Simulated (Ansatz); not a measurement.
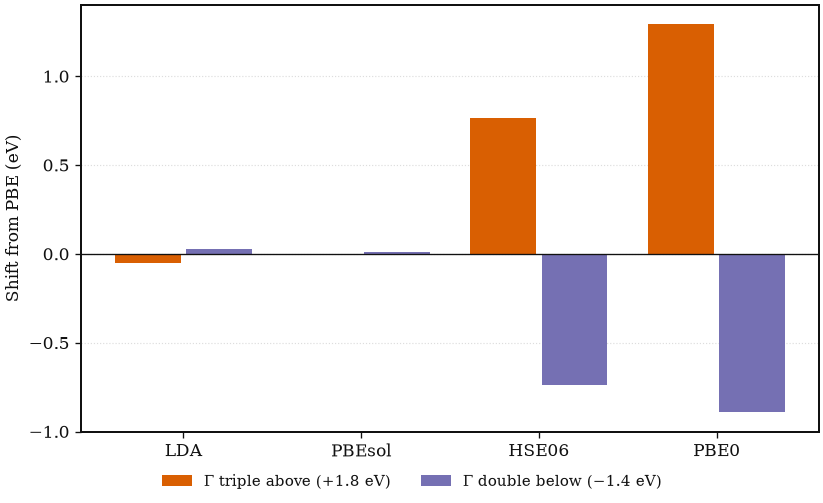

Levels near the Fermi level of CsCl-type TiAl, space group Pm-3m, 2 atoms in the cell (cubic a = 3.179 Å), a metal, by five methods on one cell, as shifts from PBE. Each level is counted from the Fermi level of its run and named by k point, degeneracy (spin aside) and side; the legend gives its PBE energy.

### Which method departs most from PBE, and how?

PBE0: it moves Γ triple above by +1.29 eV and Γ double below by −0.89 eV. Exact exchange pushes filled levels down from the Fermi level and so widens the occupied bands.

| method | Γ triple above (eV) | Γ double below (eV) |
| --- | --- | --- |
| LDA | 1.75 | −1.41 |
| PBE | 1.81 | −1.44 |
| PBEsol | 1.80 | −1.43 |
| HSE06 | 2.57 | −2.18 |
| PBE0 | 3.10 | −2.34 |

Settings. LDA: Ansatz PAW, 8×8×8 k mesh, 420 eV cutoff, Fermi-Dirac smearing of 0.05 eV (Ansatz 0.2.0). PBE: Ansatz PAW, 8×8×8 k mesh, 420 eV cutoff, Fermi-Dirac smearing of 0.05 eV (Ansatz 0.2.0). PBEsol: Ansatz PAW, 8×8×8 k mesh, 420 eV cutoff, Fermi-Dirac smearing of 0.05 eV (Ansatz 0.2.0). HSE06: Ansatz PAW, 6×6×6 k mesh, 420 eV cutoff, Fermi-Dirac smearing of 0.05 eV (Ansatz 0.2.0). PBE0: PBE0 with D3(BJ)-ATM dispersion, Ansatz PAW, 5×5×5 k mesh, 420 eV cutoff, Fermi-Dirac smearing of 0.05 eV (Ansatz 0.2.0). No run carries moments or holds spin-orbit coupling.

The usual form of TiAl is tetragonal (L1₀). LDA, PBEsol, HSE06 and PBE0: the PAW data sets were made with another functional. HSE06: the k mesh is thin for exact exchange. PBE0: the k mesh is coarse, so the values aren't converged, least of all with exact exchange. PBE0: unscreened exact exchange wrongly thins out the states at the Fermi level of a metal. The meshes or smearings differ, which moves the Fermi levels by some hundredths of an eV or more.
